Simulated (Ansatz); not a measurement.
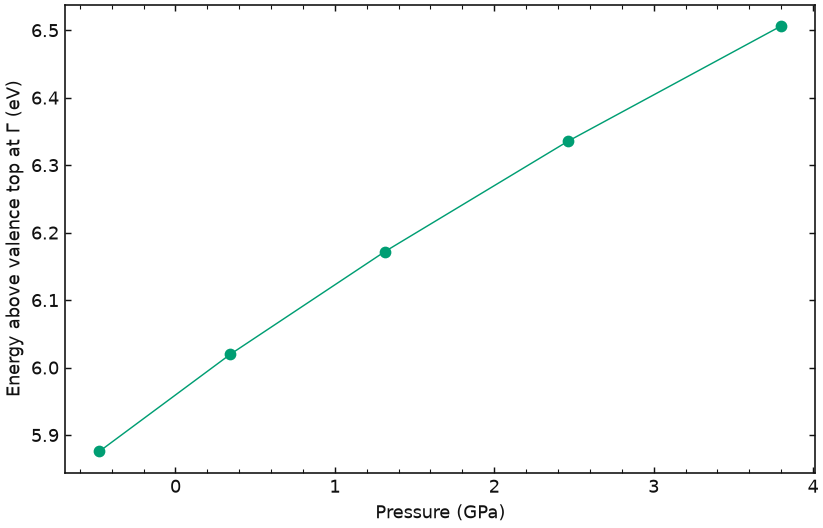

Lowest conduction level at Γ, counted from the valence-band top at Γ.

System: rocksalt KF, space group Fm-3m (No. 225), 2 atoms in the primitive cell. The cell is scaled uniformly. Computed with Ansatz: PBE, Ansatz PAW set, no spin polarisation, no spin-orbit coupling, 9×9×9 k mesh, 420 eV cutoff, Fermi-Dirac smearing of 0.01 eV.

> How does this level move from −0.5 GPa to 3.8 GPa?

Γ rises by 0.63 eV.

> What is the pressure coefficient?

A straight line through the points has a slope of +147 at Γ (meV per GPa).

The values:
| pressure | Γ (eV) | volume (Å³/atom) |
| --- | --- | --- |
| −0.5 GPa | 5.88 | 20.26 |
| 0.3 GPa | 6.02 | 19.68 |
| 1.3 GPa | 6.17 | 19.11 |
| 2.5 GPa | 6.34 | 18.54 |
| 3.8 GPa | 6.51 | 17.97 |

LDA, GGA and most meta-GGA functionals understate gaps. A mesh with an odd division misses points of the zone boundary, where a smaller gap can lie.
